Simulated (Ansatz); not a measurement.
Consider Ti.

```
CELL_PARAMETERS angstrom
1.97808 0.00000 1.97808
2.13222 0.00000 -2.13222
0.00000 4.11030 0.00000
ATOMIC_POSITIONS crystal
Ti 0.00000 0.00000 0.00000
Ti 0.50000 0.50000 0.50000
```

Space group Immm; changed on purpose from its base cell (strain -0.0750 x Voigt [0, 0, 0, 0, 1, 0], atoms carried along); computed without spin polarisation.

The calculation used DFT r2SCAN, scalar-relativistic, plane waves, PAW in Ansatz.

Q: What will maps of the valence pseudo-density and electron localisation function show?

A: Ti–Ti (2.80 Å): ρ is about 0.21 e/Å³ halfway; the ELF is about 0.20 at the midpoint (no shared electron pair shows on this line).
Ti–Ti (2.91 Å): ρ is about 0.19 e/Å³ halfway; the ELF is about 0.25 at the midpoint: no shared electron pair shows on this line.

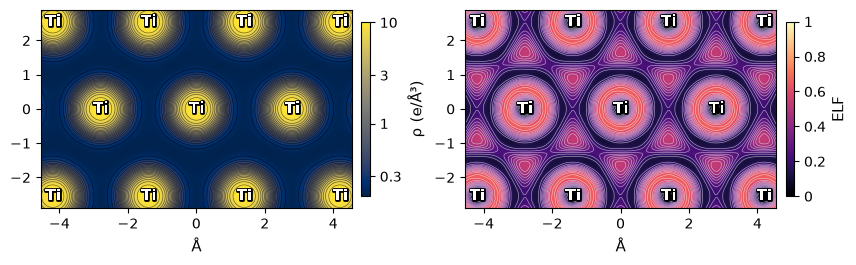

Computed valence pseudo-density and electron localisation function on the (011̄) plane of the conventional cell, in this order. 
